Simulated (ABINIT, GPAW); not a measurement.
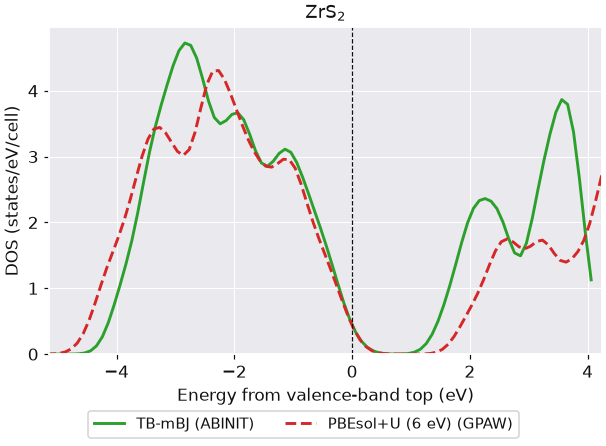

Total densities of states of CdI2-type ZrS2, space group P-3m1 (No. 164), 3 atoms in the cell (a = 3.691 Å, c = 6.041 Å (hexagonal axes)), by two methods on the same cell. The DOS curves are built from the levels of the k mesh with Gaussians 0.55 eV wide, which also blur the band edges; ripples of that width can come from the mesh. Each is counted from its own valence-band top.

**What changes from one method to the other?**

TB-mBJ (ABINIT) gives a gap of 1.51 eV and PBEsol+U (6 eV) (GPAW) gives a gap of 1.88 eV. In the window shown, the tallest filled peak lies at −2.8 eV in TB-mBJ (ABINIT) and −2.3 eV in PBEsol+U (6 eV) (GPAW).

Settings. TB-mBJ (ABINIT): JTH PAW LDA v2.0, no spin polarisation, no spin-orbit coupling, 7×7×4 k mesh, 653 eV cutoff, Fermi-Dirac smearing of 0.05 eV (ABINIT). PBEsol+U (6 eV) (GPAW): Zr d U = 6 eV, PAW data sets generated in the run's folder for this functional, no spin polarisation, no spin-orbit coupling, 8×8×5 k mesh, 600 eV cutoff, Fermi-Dirac smearing of 0.05 eV (GPAW 26.7.0).

Gaps are the smallest over all k points computed. The two runs differ in program as well. The cell is a database's computed one. TB-mBJ (ABINIT): the constant c of TB-mBJ comes from the pseudo density here, which moves gaps by up to 0.3 eV between sets of potentials. TB-mBJ (ABINIT): the PAW data sets were made with another functional.
